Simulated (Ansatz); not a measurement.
# From Rh to Ir

System: Rh (1 atom in the cell).
Method of run A: DFT r2SCAN, scalar-relativistic, plane waves, PAW, no spin polarisation (Ansatz 0.2.0).
System of run B: Ir (Fm-3m, 1 atom in the cell).

On run A: The structure derives from a Materials Project entry. On run B: The structure was made by swapping elements on the sites of another compound; it need not be a known phase. It belongs to a series of runs on one base structure; here: Rh -> Ir on all its sites, cell and atoms relaxed. Text and figures count atoms from 1; the logs count them from 0 in places.

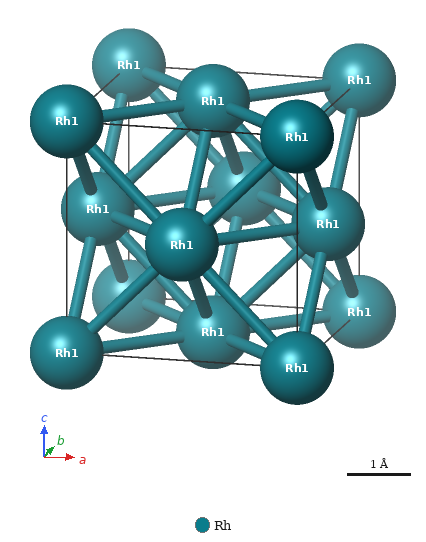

Fig. 1: The structure (ball-and-stick view of the cell 4 times as large as that of the calculation, set on its symmetry axes, seen slightly off an axis; atoms are numbered from 1 in the order of the input). An atom can appear more than once, as a periodic image. Near neighbours in the periodic cell (some may lie outside the picture): Rh has 12 Rh at 2.69 Å.

### Input, run A
```yaml
crystal:
  lattice:
    - [0.0, 1.9029860865, 1.9029860865]
    - [1.9029860865, 0.0, 1.9029860865]
    - [1.9029860865, 1.9029860865, 0.0]
  atoms:
    - { symbol: Rh, position: [0.0, 0.0, 0.0] }
basis:
  ecutwfc: 500
kpoints:
  mp_grid: { grid: [8, 8, 8] }
hamiltonian:
  xc: r2scan
scf:
  occupations: { method: gaussian, width: 0.1 }
output:
  forces: true
  stress: true
  eigenvalues: true
```

Launched with:
```bash
ansatz run input.yaml --threads 1 --pin off --max-ram 2560MiB --backend cpu --events-out ev --progress --plain --runs-dir out
```

Hardware: 1 thread of Arm Neoverse V1, 24 GiB of memory available, shared host.

### Output, shortened to warnings, some set-up lines, iterations and results (run A)
```
Basis set: ecut = 500 eV, 339 PW (Γ), exchange–correlation on 80×80×80 points (64 copies of the dense FFT grid, shifted against one another)
Symmetry: 48 space group operations
k-points: 29 of 512
Initial density: superposition of atomic densities (neutral atoms: chi_scale 0, normalization atom), corrected by the library's trained network
[...]
SCF iter   1: F=—  HF=-6415.237646 eV  |F-HF|=—  |Δ(HF+E_count)|=         —  Δρ=1.37e-2  dr2=7.01e-3  dr2_τ=1.08e-2  ethr=1.77e-3  ⟨swp⟩=5.2  Hψ=2113  notcnv=0
SCF iter   2: F=—  HF=-6415.249044 eV  |F-HF|=—  |Δ(HF+E_count)|=   1.14e-2  Δρ=7.61e-3  dr2=1.73e-3  dr2_τ=3.35e-4  ethr=4.12e-5  ⟨swp⟩=2.3  Hψ=827  notcnv=0  defer=10
SCF iter   3: F=—  HF=-6415.249625 eV  |F-HF|=—  |Δ(HF+E_count)|=   5.80e-4  Δρ=1.64e-3  dr2=3.05e-4  dr2_τ=5.36e-5  ethr=1.02e-5  ⟨swp⟩=2.4  Hψ=604  notcnv=0  defer=10
SCF iter   4: F=—  HF=-6415.249538 eV  |F-HF|=—  |Δ(HF+E_count)|=   8.65e-5  Δρ=3.09e-4  dr2=8.35e-6  dr2_τ=1.41e-6  ethr=1.79e-6  ⟨swp⟩=2.5  Hψ=559  notcnv=0  defer=10
SCF iter   5: F=—  HF=-6415.249541 eV  |F-HF|=—  |Δ(HF+E_count)|=   2.94e-6  Δρ=7.76e-5  dr2=1.83e-7  dr2_τ=1.82e-8  ethr=4.91e-8  ⟨swp⟩=2.3  Hψ=516  notcnv=0  defer=10
SCF iter   6: F=-6415.249541 eV  HF=-6415.249541 eV  |F-HF|=3.46e-9  |Δ(HF+E_count)|=   3.68e-7  Δρ=8.25e-6  dr2=3.65e-9  dr2_τ=3.93e-10  ethr=5.88e-10  ⟨swp⟩=5.6  Hψ=1810  …
SCF 1 converged in 6 iterations: F = -6415.249541 eV  dr2 = 3.65e-9
SCF converged after 6 iterations
Free energy (F): -6415.249541 eV
Harris-Foulkes:  -6415.249541 eV  (|F-HF|=3.46e-9)
Internal energy: -6415.241799 eV  (E = F + TS)
E sigma→0 (E₀):  -6415.245670 eV
Entropy (-TS):   -0.007742 eV (-7.742 meV/atom)
Fermi energy:    22.177390 eV
--- Per-component energies (eV) ---
  E_band       = -103.032377
  E_kinetic    = 573.287378
  E_local      = -1567.920427  (includes V_loc(G=0)·N_el)
  E_nonlocal   = 355.556158
  E_hartree    = 551.878797
  E_xc         = -216.783827
  E_vxc        = -314.070880  (∫ρ·V_xc dr)
  E_paw        = -3604.317876  (= ΣΔE_a)
  E_vpaw       = -274.884606  (= ΣTr[D̂ρ^β])
  E_aug_tail   = 0.000704  (compensation charges beyond the density's cutoff)
  E_vtau       = 21.239723  (kinetic-family band-sum trace: ∫τ·v_τ [+ j·A + Jᵃ·Aᵃ] dr)
  E_ewald      = -2506.572748
  E_core_change = -0.369959  (= ΣΔE_core)
  E_smearing   = -0.007742  (= −TS)
  E_closure    = -0.000000  (closes the sum)
  Σ components = -6415.249541   (vs F -6415.249541, Δ=0.00e0)
--- Forces (eV/Å), atoms counted from 1 ---
  atom   1  Rh    -0.00000000     0.00000000    -0.00000000
  max |Σ_I F_I| component: 1.40e-31 eV/Å
--- Stress (GPa, compression-positive) ---
       -0.589464      -0.000000       0.000000
        0.000000      -0.589464      -0.000000
        0.000000      -0.000000      -0.589464
  P = ⅓ Tr σ = -0.5895 GPa (-5.895 kbar)
```

For run B the input was changed thus:
```diff
-    - [0.0, 1.9029860865, 1.9029860865]
-    - [1.9029860865, 0.0, 1.9029860865]
-    - [1.9029860865, 1.9029860865, 0.0]
+    - [0.0, 1.8908645795, 1.8908645795]
+    - [1.8908645795, 0.0, 1.8908645795]
+    - [1.8908645795, 1.8908645795, 0.0]
-    - { symbol: Rh, position: [0.0, 0.0, 0.0] }
+    - { symbol: Ir, position: [0.0, 0.0, 0.0] }
```

Predict how the results change.

The total energies belong to different systems, so their difference says nothing on which is more stable or more accurate. The pressure goes from −0.59 to 22.65 GPa. The volume per atom goes from 13.78 to 13.52 Å³. The number of SCF iterations is the same. The plane waves at Γ go from 339 to 331.

### Output, shortened to warnings, some set-up lines, iterations and results (run B)
```
Basis set: ecut = 500 eV, 331 PW (Γ), exchange–correlation on 80×80×80 points (64 copies of the dense FFT grid, shifted against one another)
Symmetry: 48 space group operations
k-points: 29 of 512
Initial density: superposition of atomic densities (neutral atoms: chi_scale 0, normalization atom), corrected by the library's trained network
[...]
SCF iter   1: F=—  HF=-11948.574002 eV  |F-HF|=—  |Δ(HF+E_count)|=         —  Δρ=1.44e-2  dr2=1.09e-2  dr2_τ=4.94e-2  ethr=1.77e-3  ⟨swp⟩=5.1  Hψ=2175  notcnv=0
SCF iter   2: F=—  HF=-11948.605048 eV  |F-HF|=—  |Δ(HF+E_count)|=   3.10e-2  Δρ=7.03e-3  dr2=1.35e-3  dr2_τ=5.55e-4  ethr=6.44e-5  ⟨swp⟩=2.1  Hψ=853  notcnv=0  defer=12
SCF iter   3: F=—  HF=-11948.605776 eV  |F-HF|=—  |Δ(HF+E_count)|=   7.27e-4  Δρ=2.04e-3  dr2=1.11e-4  dr2_τ=3.54e-5  ethr=7.95e-6  ⟨swp⟩=1.2  Hψ=383  notcnv=0  defer=12
SCF iter   4: F=—  HF=-11948.605847 eV  |F-HF|=—  |Δ(HF+E_count)|=   7.18e-5  Δρ=1.43e-4  dr2=1.02e-6  dr2_τ=1.15e-7  ethr=6.54e-7  ⟨swp⟩=2.3  Hψ=484  notcnv=0  defer=12
SCF iter   5: F=—  HF=-11948.605845 eV  |F-HF|=—  |Δ(HF+E_count)|=   2.90e-6  Δρ=3.50e-5  dr2=9.53e-8  dr2_τ=1.60e-8  ethr=6.02e-9  ⟨swp⟩=2.1  Hψ=573  notcnv=0  defer=12
SCF iter   6: F=-11948.605845 eV  HF=-11948.605845 eV  |F-HF|=1.35e-9  |Δ(HF+E_count)|=   3.33e-8  Δρ=8.70e-6  dr2=7.29e-9  dr2_τ=6.48e-10  ethr=5.60e-10  ⟨swp⟩=3.7  Hψ=1394  …
SCF 1 converged in 6 iterations: F = -11948.605845 eV  dr2 = 7.29e-9
SCF converged after 6 iterations
Free energy (F): -11948.605845 eV
Harris-Foulkes:  -11948.605845 eV  (|F-HF|=1.35e-9)
Internal energy: -11948.599476 eV  (E = F + TS)
E sigma→0 (E₀):  -11948.602660 eV
Entropy (-TS):   -0.006369 eV (-6.369 meV/atom)
Fermi energy:    27.160687 eV
--- Per-component energies (eV) ---
  E_band       = -78.686300
  E_kinetic    = 626.122482
  E_local      = -1014.290358  (includes V_loc(G=0)·N_el)
  E_nonlocal   = 74.171010
  E_hartree    = 394.767002
  E_xc         = -256.411188
  E_vxc        = -334.917851  (∫ρ·V_xc dr)
  E_paw        = -9250.000217  (= ΣΔE_a)
  E_vpaw       = -240.055686  (= ΣTr[D̂ρ^β])
  E_aug_tail   = -0.000022  (compensation charges beyond the density's cutoff)
  E_vtau       = 20.752854  (kinetic-family band-sum trace: ∫τ·v_τ [+ j·A + Jᵃ·Aᵃ] dr)
  E_ewald      = -2522.641291
  E_core_change = -0.316894  (= ΣΔE_core)
  E_smearing   = -0.006369  (= −TS)
  E_closure    = 0.000000  (closes the sum)
  Σ components = -11948.605845   (vs F -11948.605845, Δ=0.00e0)
--- Forces (eV/Å), atoms counted from 1 ---
  atom   1  Ir    -0.00000000     0.00000000    -0.00000000
  max |Σ_I F_I| component: 2.26e-32 eV/Å
--- Stress (GPa, compression-positive) ---
       22.647815      -0.000000      -0.000000
       -0.000000      22.647815      -0.000000
        0.000000       0.000000      22.647815
  P = ⅓ Tr σ = 22.6478 GPa (226.478 kbar)
```

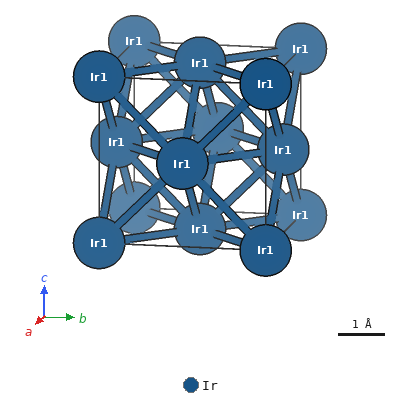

Fig. 2: The input structure of run B (ball-and-stick view of the cell 4 times as large as that of the calculation, set on its symmetry axes, seen slightly off an axis; atoms are numbered from 1 in the order of the input). An atom can appear more than once, as a periodic image.

### The two runs side by side

| quantity | run A | run B |
| --- | --- | --- |
| outcome | converged | converged |
| free energy per atom (eV) | −6415.2495 | −11948.6058 |
| energy per atom, smearing taken to zero (eV) | −6415.2457 | −11948.6027 |
| gap on the mesh (eV) | 0.00 | 0.00 |
| pressure (GPa) | −0.59 | 22.65 |
| volume per atom (Å³) | 13.78 | 13.52 |
| largest force (eV/Å) | 0.000 | 0.000 |
| SCF iterations | 6 | 6 |
| irreducible k-points | 29 | 29 |
| plane waves at Γ | 339 | 331 |
| wall time (shared host) | 1.3 s | 1.1 s |

For run B: Spin–orbit coupling is left out, which matters for Ir. The cell is under a pressure of 23 GPa at this level, so it is not at its equilibrium volume.
